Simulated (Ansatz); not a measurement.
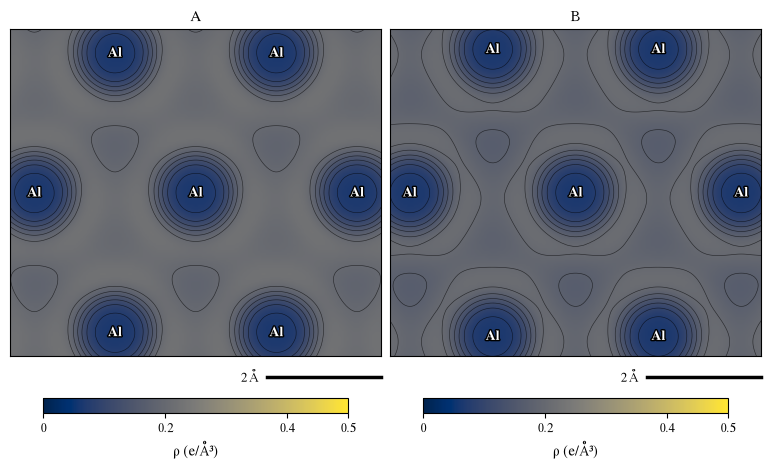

Al. The valence pseudo-density of two cells that differ in size, on the (001) plane of each (indices in the axes of the calculation cell), at one length scale and on one colour scale; one has 16.1 and the other 17.5 Å³ an atom.

All numbers below come from DFT, revPBE, plane waves (420 eV) with PAW, scalar-relativistic in Ansatz 0.2.0.

In a PAW calculation such maps are meaningful between the atoms, not at the nuclei.

The larger cell:

```yaml
crystal:
  lattice:
    - [2.89694, 0.00000, 0.00000]
    - [-1.44847, 2.50882, 0.00000]
    - [0.00000, 0.00000, 9.61404]
  atoms:
    - { symbol: Al, position: [0.00000, 0.00000, 0.00000] }
    - { symbol: Al, position: [0.00000, 0.00000, 0.50000] }
    - { symbol: Al, position: [0.33333, 0.66667, 0.25000] }
    - { symbol: Al, position: [0.66667, 0.33333, 0.75000] }
```

The smaller cell: a = 2.821 Å, b = 2.821 Å, c = 9.361 Å, α = 90.00°, β = 90.00°, γ = 120.00°.

Question: Which panel shows the smaller cell, and what does the compression change?

Answer: Panel A is the smaller cell, by 8 % in volume. From the larger cell to the smaller, Al–Al goes from 2.90 to 2.82 Å, and the density at its midpoint from 0.19 to 0.21 e/Å³; the pressure goes from −2.7 to 3.4 GPa.
